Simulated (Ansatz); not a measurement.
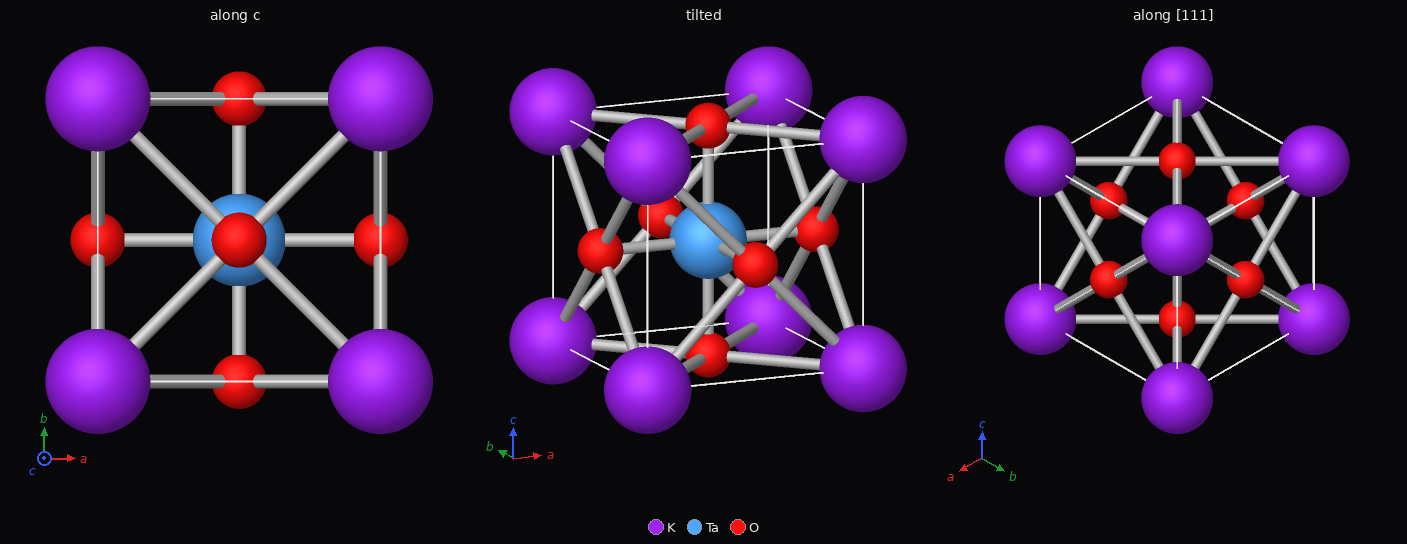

We look at a ball-and-stick model of the crystal along the c axis, slightly off an axis and along [111]. The edges of the conventional unit cell are marked.

> Work out the formula from the picture.

KTaO3. The cell holds 1 K, 1 Ta, 3 O, counting shared atoms by their share.

> Which of the Bravais lattices applies?

Primitive cubic.

> Give the space group.

Pm-3m (No. 221), with K on 1a, Ta on 1b and O on 3c.

> Structure type?

Cubic perovskite.

> How far does the bonding extend?

The bonds build a three-dimensional framework.

Origin of the cell: a structure type known for this compound. Earlier steps of the study, as a rule a relaxation of our own, may have changed the cell and positions, so they can lie some per cent off the listed ones. It was run through Ansatz as a DFT input.
